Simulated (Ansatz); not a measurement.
**Geometry relaxation of Ta2N (part 2 of 2)**

The same run, continued: Ta2N (3 atoms in the cell); DFT r2SCAN, scalar-relativistic, plane waves, PAW, no spin polarisation (Ansatz 0.2.0); cutoff 500 eV, 6×6×4 k-mesh, Gaussian smearing of 0.1 eV. The structure derives from a Materials Project entry. It belongs to a series of runs on one base structure; here: structure listed in a database for this formula (P-3m1, No. 164).

Geometry of the input (Å; fractional positions):
```
3.1129  0.0000  0.0000
-1.5564  2.6958  0.0000
0.0000  0.0000  4.8698
Ta 0.6667  0.3333  0.7453
Ta 0.3333  0.6667  0.2547
N  0.0000  0.0000  0.0000
```

**What the program printed, continued**
```
SCF iter   1: F=-20276.158559 eV  HF=-20276.152228 eV  |F-HF|=6.33e-3  |Δ(HF+E_count)|=         —  Δρ=4.57e-3  dr2=1.43e-2  dr2_τ=4.22e-2  ethr=4.58e-5  ⟨swp⟩=1.4  Hψ=3313  notcnv=0
preconditioner: auto → none  [insulator: Δε(μ)=0.177 eV  Ē_g=8.883 eV  σ=0.100 eV  W_gap=0.79  n_scr=10 (ndim 8)  ℏωp=22.7 eV  f_vac=0.000  D(μ)=0.73/eV (n_scr^D=2)  ε∞_Penn≈7.6]
SCF iter   2: F=-20276.162593 eV  HF=-20276.167728 eV  |F-HF|=5.14e-3  |Δ(HF+E_count)|=   1.55e-2  Δρ=2.66e-3  dr2=6.08e-3  dr2_τ=4.55e-4  ethr=4.58e-5  ⟨swp⟩=2.0  Hψ=974  notcnv=0
SCF iter   3: F=-20276.166268 eV  HF=-20276.166673 eV  |F-HF|=4.05e-4  |Δ(HF+E_count)|=   1.06e-3  Δρ=1.37e-3  dr2=7.12e-4  dr2_τ=1.29e-4  ethr=1.96e-5  ⟨swp⟩=2.0  Hψ=759  notcnv=0
SCF iter   4: F=-20276.166683 eV  HF=-20276.166643 eV  |F-HF|=4.05e-5  |Δ(HF+E_count)|=   3.05e-5  Δρ=6.36e-4  dr2=6.07e-5  dr2_τ=7.50e-6  ethr=2.30e-6  ⟨swp⟩=1.8  Hψ=735  notcnv=0
SCF iter   5: F=-20276.166697 eV  HF=-20276.166691 eV  |F-HF|=6.28e-6  |Δ(HF+E_count)|=   4.81e-5  Δρ=2.24e-4  dr2=6.49e-6  dr2_τ=7.70e-7  ethr=1.96e-7  ⟨swp⟩=2.1  Hψ=660  notcnv=0
SCF iter   6: F=-20276.166699 eV  HF=-20276.166699 eV  |F-HF|=1.32e-7  |Δ(HF+E_count)|=   7.97e-6  Δρ=2.90e-5  dr2=1.46e-7  dr2_τ=1.85e-8  ethr=9.68e-10  ⟨swp⟩=4.9  Hψ=2370  notcnv=0
SCF 7 converged in 6 iterations: F = -20276.166699 eV  dr2 = 1.46e-7
relax step   7: F+E_penalty+E_count = -20276.16669906 eV  Δ(F+E_penalty+E_count) = +1.195e-2 eV  max|allowed force component| = 2.351e-1 eV/Å  Δτ_max = 0.0130 Å  P = +0.390 GPa  Ω = 39.965 Å³  energy of the carried Pulay correction = +4.289e-4 eV  (6 SCF iters, dr2 threshold 3.00e-7 eV, rejected (line search))
Crystal: 3 atoms, lattice volume = 40.122 Å³
iter 1 solved again at ethr=3.30e-5 eV; its pass at ethr=3.10e-3 eV (dr2=1.02e-2 eV) is discarded
SCF iter   1: F=-20276.172576 eV  HF=-20276.165746 eV  |F-HF|=6.83e-3  |Δ(HF+E_count)|=         —  Δρ=3.55e-3  dr2=1.04e-2  dr2_τ=3.39e-2  ethr=3.30e-5  ⟨swp⟩=1.1  Hψ=3156  notcnv=0
preconditioner: auto → none  [insulator: Δε(μ)=0.163 eV  Ē_g=8.932 eV  σ=0.100 eV  W_gap=0.75  n_scr=10 (ndim 8)  ℏωp=22.7 eV  f_vac=0.000  D(μ)=0.87/eV (n_scr^D=2)  ε∞_Penn≈7.5]
SCF iter   2: F=-20276.175167 eV  HF=-20276.180104 eV  |F-HF|=4.94e-3  |Δ(HF+E_count)|=   1.44e-2  Δρ=2.48e-3  dr2=5.67e-3  dr2_τ=3.90e-4  ethr=3.30e-5  ⟨swp⟩=2.0  Hψ=924  notcnv=0
SCF iter   3: F=-20276.178849 eV  HF=-20276.178962 eV  |F-HF|=1.13e-4  |Δ(HF+E_count)|=   1.14e-3  Δρ=1.03e-3  dr2=3.15e-4  dr2_τ=7.46e-5  ethr=1.83e-5  ⟨swp⟩=2.0  Hψ=749  notcnv=0
SCF iter   4: F=-20276.179011 eV  HF=-20276.178979 eV  |F-HF|=3.13e-5  |Δ(HF+E_count)|=   1.74e-5  Δρ=5.05e-4  dr2=3.61e-5  dr2_τ=5.75e-6  ethr=1.02e-6  ⟨swp⟩=2.0  Hψ=733  notcnv=0
SCF iter   5: F=-20276.179021 eV  HF=-20276.179017 eV  |F-HF|=3.27e-6  |Δ(HF+E_count)|=   3.83e-5  Δρ=1.51e-4  dr2=2.91e-6  dr2_τ=4.65e-7  ethr=1.16e-7  ⟨swp⟩=2.1  Hψ=779  notcnv=0
SCF iter   6: F=-20276.179022 eV  HF=-20276.179022 eV  |F-HF|=5.50e-8  |Δ(HF+E_count)|=   4.72e-6  Δρ=2.10e-5  dr2=8.71e-8  dr2_τ=1.02e-8  ethr=9.40e-9  ⟨swp⟩=2.2  Hψ=778  notcnv=0
SCF iter   7: F=-20276.179022 eV  HF=-20276.179022 eV  |F-HF|=3.05e-9  |Δ(HF+E_count)|=   8.11e-8  Δρ=3.68e-6  dr2=2.47e-9  dr2_τ=1.97e-10  ethr=2.81e-10  ⟨swp⟩=2.7  Hψ=866  notcnv=0
SCF iter   8: F=-20276.179022 eV  HF=-20276.179022 eV  |F-HF|=7.28e-12  |Δ(HF+E_count)|=   4.05e-9  Δρ=4.89e-7  dr2=5.30e-11  dr2_τ=2.44e-11  ethr=6.19e-12  ⟨swp⟩=5.4  Hψ=1795  notcnv=0
SCF 8 converged in 8 iterations: F = -20276.179022 eV  dr2 = 5.30e-11
relax step   8: F+E_penalty+E_count = -20276.17902227 eV  Δ(F+E_penalty+E_count) = -3.721e-4 eV  max|allowed force component| = 8.313e-2 eV/Å  Δτ_max = 0.0005 Å  P = -0.289 GPa  Ω = 40.122 Å³  energy of the carried Pulay correction = +3.536e-4 eV  (8 SCF iters, accepted)
Crystal: 3 atoms, lattice volume = 40.073 Å³
iter 1 solved again at ethr=8.55e-7 eV; its pass at ethr=3.10e-3 eV (dr2=2.65e-4 eV) is discarded
SCF iter   1: F=-20276.179120 eV  HF=-20276.178777 eV  |F-HF|=3.43e-4  |Δ(HF+E_count)|=         —  Δρ=4.36e-4  dr2=2.54e-4  dr2_τ=1.24e-3  ethr=8.55e-7  ⟨swp⟩=1.5  Hψ=2569  notcnv=0
preconditioner: auto → none  [insulator: Δε(μ)=0.179 eV  Ē_g=8.913 eV  σ=0.100 eV  W_gap=0.79  n_scr=10 (ndim 8)  ℏωp=22.7 eV  f_vac=0.000  D(μ)=0.74/eV (n_scr^D=2)  ε∞_Penn≈7.5]
SCF iter   2: F=-20276.179148 eV  HF=-20276.179363 eV  |F-HF|=2.15e-4  |Δ(HF+E_count)|=   5.86e-4  Δρ=4.99e-4  dr2=2.39e-4  dr2_τ=1.53e-5  ethr=8.20e-7  ⟨swp⟩=2.1  Hψ=813  notcnv=0
SCF iter   3: F=-20276.179311 eV  HF=-20276.179310 eV  |F-HF|=1.69e-6  |Δ(HF+E_count)|=   5.31e-5  Δρ=1.36e-4  dr2=2.95e-6  dr2_τ=8.21e-7  ethr=7.70e-7  ⟨swp⟩=2.0  Hψ=649  notcnv=0
SCF iter   4: F=-20276.179312 eV  HF=-20276.179311 eV  |F-HF|=8.00e-7  |Δ(HF+E_count)|=   1.55e-6  Δρ=7.74e-5  dr2=8.64e-7  dr2_τ=1.96e-7  ethr=9.50e-9  ⟨swp⟩=2.7  Hψ=832  notcnv=0
SCF iter   5: F=-20276.179312 eV  HF=-20276.179312 eV  |F-HF|=1.93e-8  |Δ(HF+E_count)|=   9.30e-7  Δρ=8.35e-6  dr2=2.94e-8  dr2_τ=6.94e-9  ethr=9.68e-10  ⟨swp⟩=6.0  Hψ=2216  notcnv=0
SCF 9 converged in 5 iterations: F = -20276.179312 eV  dr2 = 2.94e-8
relax step   9: F+E_penalty+E_count = -20276.17931209 eV  Δ(F+E_penalty+E_count) = -2.898e-4 eV  max|allowed force component| = 7.351e-3 eV/Å  Δτ_max = 0.0027 Å  P = -0.051 GPa  Ω = 40.073 Å³  energy of the carried Pulay correction = +3.772e-4 eV  (5 SCF iters, dr2 threshold 3.00e-7 eV, accepted)
Initial wavefunctions: pseudopotential atomic-orbital guess (no wavefunctions were taken with the density)
iter 1 solved again at ethr=1.54e-8 eV; its pass at ethr=3.10e-3 eV (dr2=4.76e-6 eV) is discarded
SCF iter   1: F=-20276.178948 eV  HF=-20276.178941 eV  |F-HF|=6.95e-6  |Δ(HF+E_count)|=         —  Δρ=9.95e-5  dr2=2.96e-7  dr2_τ=2.19e-6  ethr=1.54e-8  ⟨swp⟩=4.0  Hψ=4007  notcnv=0
preconditioner: auto → none  [insulator: Δε(μ)=0.181 eV  Ē_g=8.916 eV  σ=0.100 eV  W_gap=0.79  n_scr=10 (ndim 8)  ℏωp=22.7 eV  f_vac=0.000  D(μ)=0.73/eV (n_scr^D=2)  ε∞_Penn≈7.5]
SCF iter   2: F=-20276.178948 eV  HF=-20276.178946 eV  |F-HF|=1.84e-6  |Δ(HF+E_count)|=   5.39e-6  Δρ=4.94e-5  dr2=7.89e-8  dr2_τ=2.15e-7  ethr=9.53e-10  ⟨swp⟩=2.0  Hψ=674  notcnv=0
SCF iter   3: F=-20276.178948 eV  HF=-20276.178948 eV  |F-HF|=2.99e-9  |Δ(HF+E_count)|=   1.77e-6  Δρ=1.69e-5  dr2=1.20e-7  dr2_τ=2.08e-8  ethr=2.55e-10  ⟨swp⟩=2.1  Hψ=775  notcnv=0
SCF iter   4: F=-20276.178948 eV  HF=-20276.178948 eV  |F-HF|=1.30e-9  |Δ(HF+E_count)|=   8.13e-8  Δρ=2.77e-6  dr2=1.86e-9  dr2_τ=7.18e-10  ethr=6.19e-12  ⟨swp⟩=3.9  Hψ=2053  notcnv=0
SCF 10 converged in 4 iterations: F = -20276.178948 eV  dr2 = 1.86e-9
relax step  10: F+E_penalty+E_count = -20276.17894826 eV  Δ(F+E_penalty+E_count) = +3.638e-4 eV  max|allowed force component| = 7.263e-3 eV/Å  Δτ_max = 0.0000 Å  P = -0.053 GPa  Ω = 40.073 Å³  stress off target by 8.90e-2 GPa  SCF on the basis re-selected at this cell (its energy is not comparable with the rows above)  (4 SCF iters)
```

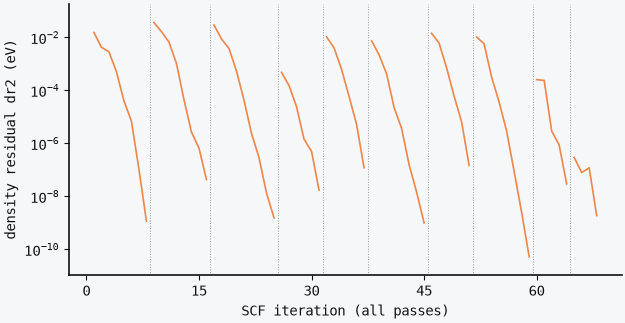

Convergence of the self-consistent field: density residual dr2 against the SCF iteration. The dotted lines part the SCF passes of the relaxation: geometry steps, rejected trials and re-solves on a re-selected basis. The 10 passes take 4 to 9 iterations each, 68 in all.

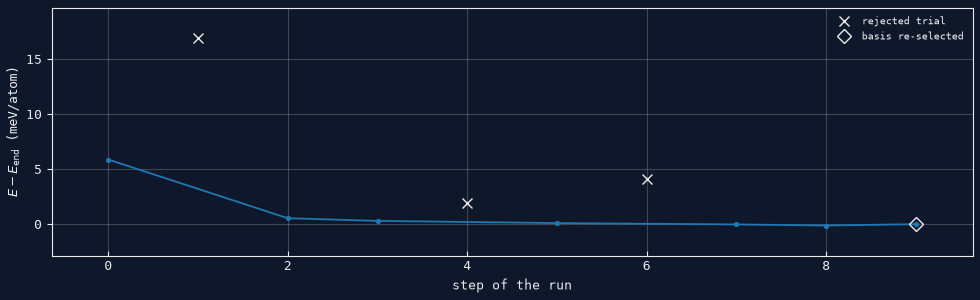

Progress of the relaxation, step by step (the first geometry is step 0 here and step 1 in the log).

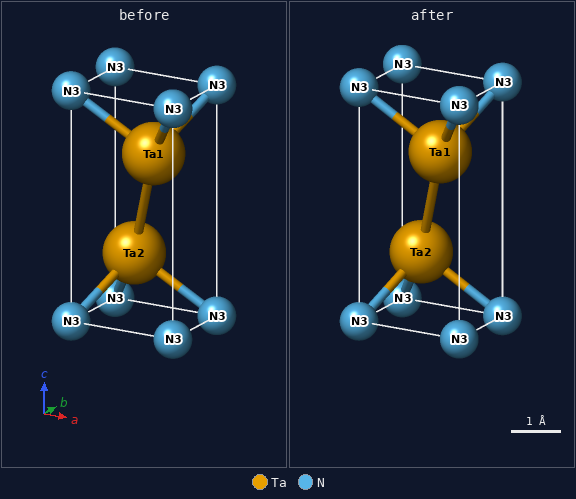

Before (left) and after (right) the relaxation, at one scale (ball-and-stick view of the cell of the calculation, seen slightly off an axis). The largest moves relative to the cell, 0.010 Å, are those of Ta1 and Ta2. N stays in place. Cell: a = b 3.113 → 3.062 Å (−1.6 %), c 4.870 → 4.935 Å (+1.3 %). Volume −1.9 %. Among the contacts that change: Ta1–Ta1 3.113 → 3.062 Å, Ta1–Ta2 3.063 → 3.089 Å, Ta1–N3 2.184 → 2.175 Å. The space group stays P-3m1 (No. 164). The energy falls by 6.0 meV per atom in 8 geometry steps. Largest force component: 0.19 eV/Å at the start, 0.0073 eV/Å at the end. Pressure: −5.21 GPa at the start and −0.05 GPa at the end. The line search rejected the trial steps at points 1, 4, 6 (counted from 0) and went back. A last SCF at the same geometry on a re-selected plane-wave basis shifts the energy by +0.1 meV per atom. (Atoms are counted from 1 in the order of the input.)

```
basis re-selected at this cell: Δ(F+E_penalty+E_count) = +3.638e-4 eV, ΔP = -0.001 GPa vs the last step (what re-selecting the basis moved, of the pressure what is left beyond the Pulay correction that the steps carried, after the strain that the cell walked since its last selection, with what the two solves' SCF thresholds leave and, on support functions, any second-order correction that the steps lacked; it is no measure of the basis error at this ecutwfc). This SCF's stress stands 8.90e-2 GPa from its target on what of the cell is left free (relax.cell.stress_tol is 4.00e-1 GPa) and its largest allowed force component is 7.26e-3 eV/Å (relax.f_tol is 4.00e-2 eV/Å): within both
SCF converged after 4 iterations
Free energy (F): -20276.178948 eV
Harris-Foulkes:  -20276.178948 eV  (|F-HF|=1.30e-9)
Internal energy: -20276.175281 eV  (E = F + TS)
E sigma→0 (E₀):  -20276.177115 eV
Entropy (-TS):   -0.003667 eV (-1.222 meV/atom)
Fermi energy:    20.003569 eV
--- Per-component energies (eV) ---
  E_band       = -196.827975
  E_kinetic    = 868.172334
  E_local      = -1219.818576  (includes V_loc(G=0)·N_el)
  E_nonlocal   = 73.548015
  E_hartree    = 422.756558
  E_xc         = -470.106619
  E_vxc        = -530.353215  (∫ρ·V_xc dr)
  E_paw        = -16975.020431  (= ΣΔE_a)
  E_vpaw       = -260.866131  (= ΣTr[D̂ρ^β])
  E_aug_tail   = 0.000187  (compensation charges beyond the density's cutoff)
  E_vtau       = 26.976315  (kinetic-family band-sum trace: ∫τ·v_τ [+ j·A + Jᵃ·Aᵃ] dr)
  E_ewald      = -2974.164624
  E_core_change = -1.542125  (= ΣΔE_core)
  E_smearing   = -0.003667  (= −TS)
  E_closure    = 0.000000  (closes the sum)
  Σ components = -20276.178948   (vs F -20276.178948, Δ=0.00e0)
--- Forces (eV/Å), atoms counted from 1 ---
  atom   1  Ta    -0.00000000    -0.00000000     0.00726273
  atom   2  Ta     0.00000000     0.00000000    -0.00726273
  atom   3  N      0.00000000     0.00000000     0.00000000
  max |Σ_I F_I| component: 1.05e-30 eV/Å
--- Stress (GPa, compression-positive) ---
       -0.034522       0.000000      -0.000000
        0.000000      -0.034522      -0.000000
       -0.000000      -0.000000      -0.088975
  P = ⅓ Tr σ = -0.0527 GPa (-0.527 kbar)
--- Band table (eV; the first three rows and the last of 24) ---
  k-point 0: bands = ["-50.5424", "-50.4610", "-16.9811", "-16.1386", "-16.1386", "-16.0229", "-16.0229", "-15.9742", "1.4098", "11.1169", "13.7674", "13.7674", "14.5408", "19.1002", "19.8120", "19.8120", "20.1087", "20.6339", "20.6339", "21.2003"]
  k-point 1: bands = ["-50.5309", "-50.4727", "-16.8430", "-16.1318", "-16.1233", "-16.1233", "-16.0384", "-16.0384", "1.5202", "10.7414", "13.6783", "13.6783", "15.3049", "18.1643", "19.3556", "19.3556", "21.0537", "21.1813", "21.1813", "22.0706"]
  k-point 2: bands = ["-50.5083", "-50.4955", "-16.5078", "-16.4863", "-16.0971", "-16.0971", "-16.0647", "-16.0647", "1.6339", "10.4216", "13.5953", "13.5953", "16.6541", "16.9621", "19.0230", "19.0230", "21.7014", "22.4211", "22.5283", "22.5283"]
  k-point 23: bands = ["-50.4481", "-50.4481", "-16.7386", "-16.7386", "-16.6181", "-16.5812", "-16.1353", "-16.1353", "2.3704", "11.9240", "11.9240", "13.1950", "17.1984", "17.8441", "17.8441", "20.7635", "21.0322", "21.0322", "24.2163", "24.2163"]
--- Relaxed structure (9 steps of the walk, 6 accepted, 1 SCFs on fresh bases) ---
  F+E_penalty+E_count = -20276.17894826 eV   max|allowed force component| = 7.263e-3 eV/Å   (the final SCF, on the basis selected at the relaxed cell)
  cell:  # Å, volume = 40.0730 Å³
    - [3.062195585068623, 0.0, -1.85655293998802e-33]
    - [-1.5310977925343114, 2.65193916802598, -4.0875095777014095e-32]
    - [-2.9044394067953145e-33, -7.551542457667817e-32, 4.934639806638776]
  atoms:
    - { symbol: Ta, position: [0.6666666666666666, 0.33333333333333337, 0.743315748572166] }
    - { symbol: Ta, position: [0.33333333333333337, 0.6666666666666667, 0.25668425142783396] }
    - { symbol: N, position: [-3.012677770588902e-35, -3.9689675656990344e-36, 8.236092143148846e-84] }
```

**Trajectory as extended XYZ (Å, eV, eV/Å), 10 frames, from step=1 to step=10**
```
3
Lattice="3.1129 0.0000 0.0000 -1.5564 2.6958 0.0000 0.0000 0.0000 4.8698" Properties=species:S:1:pos:R:3:forces:R:3 step=1 energy=-20276.16132 pressure_GPa=-5.21
Ta    1.5564    0.8986    3.6294    0.0000   0.0000   0.1929
Ta    0.0000    1.7972    1.2404    0.0000   0.0000  -0.1929
N     0.0000    0.0000    0.0000    0.0000   0.0000   0.0000
3
Lattice="3.0426 0.0000 0.0000 -1.5213 2.6350 0.0000 0.0000 0.0000 4.8388" Properties=species:S:1:pos:R:3:forces:R:3 step=2 energy=-20276.12806 pressure_GPa=9.73 accepted=F
Ta    1.5213    0.8783    3.5803    0.0000   0.0000   0.5688
Ta    0.0000    1.7566    1.2585    0.0000   0.0000  -0.5688
N     0.0000    0.0000    0.0000    0.0000   0.0000   0.0000
3
Lattice="3.0794 0.0000 0.0000 -1.5397 2.6668 0.0000 0.0000 0.0000 4.8890" Properties=species:S:1:pos:R:3:forces:R:3 step=3 energy=-20276.17733 pressure_GPa=-0.28
Ta    1.5397    0.8889    3.6411    0.0000   0.0000  -0.0284
Ta    0.0000    1.7779    1.2480    0.0000   0.0000   0.0284
N     0.0000    0.0000    0.0000    0.0000   0.0000   0.0000
3
Lattice="3.0724 0.0000 0.0000 -1.5362 2.6608 0.0000 0.0000 0.0000 4.8997" Properties=species:S:1:pos:R:3:forces:R:3 step=4 energy=-20276.17805 pressure_GPa=0.33
Ta    1.5362    0.8869    3.6471    0.0000   0.0000  -0.0493
Ta    0.0000    1.7739    1.2526    0.0000   0.0000   0.0493
N     0.0000    0.0000    0.0000    0.0000   0.0000   0.0000
3
Lattice="3.0413 0.0000 0.0000 -1.5206 2.6338 0.0000 0.0000 0.0000 4.9639" Properties=species:S:1:pos:R:3:forces:R:3 step=5 energy=-20276.17313 pressure_GPa=2.11 accepted=F
Ta    1.5206    0.8779    3.6845    0.0000   0.0000   0.0817
Ta    0.0000    1.7559    1.2793    0.0000   0.0000  -0.0817
N     0.0000    0.0000    0.0000    0.0000   0.0000   0.0000
3
Lattice="3.0684 0.0000 0.0000 -1.5342 2.6573 0.0000 0.0000 0.0000 4.9110" Properties=species:S:1:pos:R:3:forces:R:3 step=6 energy=-20276.17865 pressure_GPa=0.34
Ta    1.5342    0.8858    3.6537    0.0000   0.0000  -0.0448
Ta    0.0000    1.7715    1.2573    0.0000   0.0000   0.0448
N     0.0000    0.0000    0.0000    0.0000   0.0000   0.0000
3
Lattice="3.0380 0.0000 0.0000 -1.5190 2.6310 0.0000 0.0000 0.0000 5.0000" Properties=species:S:1:pos:R:3:forces:R:3 step=7 energy=-20276.16670 pressure_GPa=0.39 accepted=F
Ta    1.5190    0.8770    3.7066    0.0000   0.0000   0.2351
Ta    0.0000    1.7540    1.2934    0.0000   0.0000  -0.2351
N     0.0000    0.0000    0.0000    0.0000   0.0000   0.0000
3
Lattice="3.0634 0.0000 0.0000 -1.5317 2.6530 0.0000 0.0000 0.0000 4.9368" Properties=species:S:1:pos:R:3:forces:R:3 step=8 energy=-20276.17902 pressure_GPa=-0.29
Ta    1.5317    0.8843    3.6724    0.0000   0.0000  -0.0831
Ta    0.0000    1.7687    1.2644    0.0000   0.0000   0.0831
N     0.0000    0.0000    0.0000    0.0000   0.0000   0.0000
3
Lattice="3.0622 0.0000 0.0000 -1.5311 2.6519 0.0000 0.0000 0.0000 4.9346" Properties=species:S:1:pos:R:3:forces:R:3 step=9 energy=-20276.17931 pressure_GPa=-0.05
Ta    1.5311    0.8840    3.6680    0.0000   0.0000   0.0074
Ta    0.0000    1.7680    1.2666    0.0000   0.0000  -0.0074
N     0.0000    0.0000    0.0000    0.0000   0.0000   0.0000
3
Lattice="3.0622 0.0000 0.0000 -1.5311 2.6519 0.0000 0.0000 0.0000 4.9346" Properties=species:S:1:pos:R:3:forces:R:3 step=10 energy=-20276.17895 pressure_GPa=-0.05
Ta    1.5311    0.8840    3.6680    0.0000   0.0000   0.0073
Ta    0.0000    1.7680    1.2666    0.0000   0.0000  -0.0073
N     0.0000    0.0000    0.0000    0.0000   0.0000   0.0000
```
